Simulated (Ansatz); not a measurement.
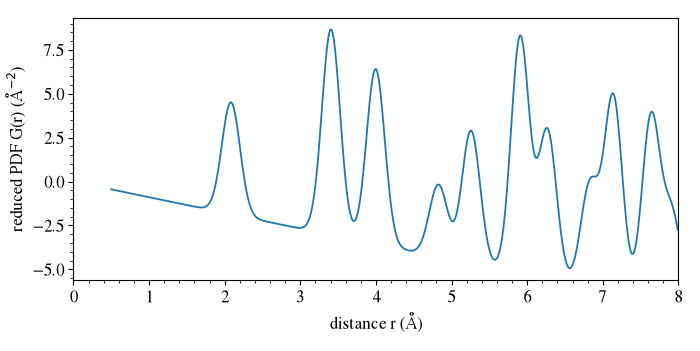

Simulated neutron pair distribution function, G(r) = R(r)/r − 4πρ₀r, summed over the atomic distances of the structure with each pair weighted by the product of the tabulated coherent neutron scattering lengths (natural isotope mix where the element has one); every distance is a Gaussian of σ = 0.12 Å. No termination ripples are included.

Candidate structures:

A. 
```cif
data_structure
_symmetry_space_group_name_H-M 'Fd-3m:1'
_symmetry_Int_Tables_number 227
_cell_length_a 4.8295
_cell_length_b 4.8295
_cell_length_c 4.8295
_cell_angle_alpha 90.000
_cell_angle_beta 90.000
_cell_angle_gamma 90.000
_cell_volume 112.64
loop_
_atom_site_label
_atom_site_type_symbol
_atom_site_symmetry_multiplicity
_atom_site_Wyckoff_symbol
_atom_site_fract_x
_atom_site_fract_y
_atom_site_fract_z
_atom_site_occupancy
Mn1 Mn 8 b 0.25000 0.25000 0.75000 1
```

B. 
```cif
data_structure
_symmetry_space_group_name_H-M 'P 1'
_symmetry_Int_Tables_number 1
_cell_length_a 2.2974
_cell_length_b 2.2974
_cell_length_c 2.2974
_cell_angle_alpha 90.000
_cell_angle_beta 90.000
_cell_angle_gamma 90.000
_cell_volume 12.13
loop_
_atom_site_label
_atom_site_type_symbol
_atom_site_fract_x
_atom_site_fract_y
_atom_site_fract_z
_atom_site_occupancy
Mn1 Mn 0.00000 0.00000 0.00000 1
```

C. 
```
Mn
1.0
     2.81987    0.00000    0.00000
     0.00000    2.81987    0.00000
     0.00000    0.00000    2.81987
Mn
2
Direct
  0.00000 0.00000 0.00000
  0.50000 0.50000 0.50000
```

D. 
```cif
data_structure
_symmetry_space_group_name_H-M 'P 1'
_symmetry_Int_Tables_number 1
_cell_length_a 3.5193
_cell_length_b 3.5193
_cell_length_c 3.5193
_cell_angle_alpha 90.000
_cell_angle_beta 90.000
_cell_angle_gamma 90.000
_cell_volume 43.59
loop_
_atom_site_label
_atom_site_type_symbol
_atom_site_fract_x
_atom_site_fract_y
_atom_site_fract_z
_atom_site_occupancy
Mn1 Mn 0.00000 0.00000 0.00000 1
Mn2 Mn 0.00000 0.50000 0.50000 1
Mn3 Mn 0.50000 0.00000 0.50000 1
Mn4 Mn 0.50000 0.50000 0.00000 1
```

Origins: A, the end point of a relaxation with DFT, LDA (PW92), plane waves (420 eV) with PAW, scalar-relativistic in Ansatz 0.2.0; the starting structure was generated, so it need not be a known form of this composition; B, the geometry relaxed with DFT, revPBE, plane waves (420 eV) with PAW, scalar-relativistic (Ansatz 0.2.0); the starting structure was generated, so it need not be a known form of this composition; C, coordinates from a relaxation with Ansatz 0.2.0, DFT, BLYP, plane waves (420 eV) with PAW, scalar-relativistic; the starting structure was generated, so it need not be a known form of this composition; D, coordinates from a relaxation with DFT, revPBE, plane waves (420 eV) with PAW, scalar-relativistic in Ansatz; the starting structure was generated, so it need not be a known form of this composition.

> From which structure was the curve computed?

Candidate A, Mn, Fd-3m (first clear peaks at 2.08 Å (Mn–Mn) and 3.41 Å (Mn–Mn)). The others: C would give first clear peaks at 2.44 Å (Mn–Mn) and 2.81 Å (Mn–Mn); D would give first clear peaks at 2.48 Å (Mn–Mn) and 3.52 Å (Mn–Mn); B would give first clear peaks at 2.29 Å (Mn–Mn) and 3.25 Å (Mn–Mn).
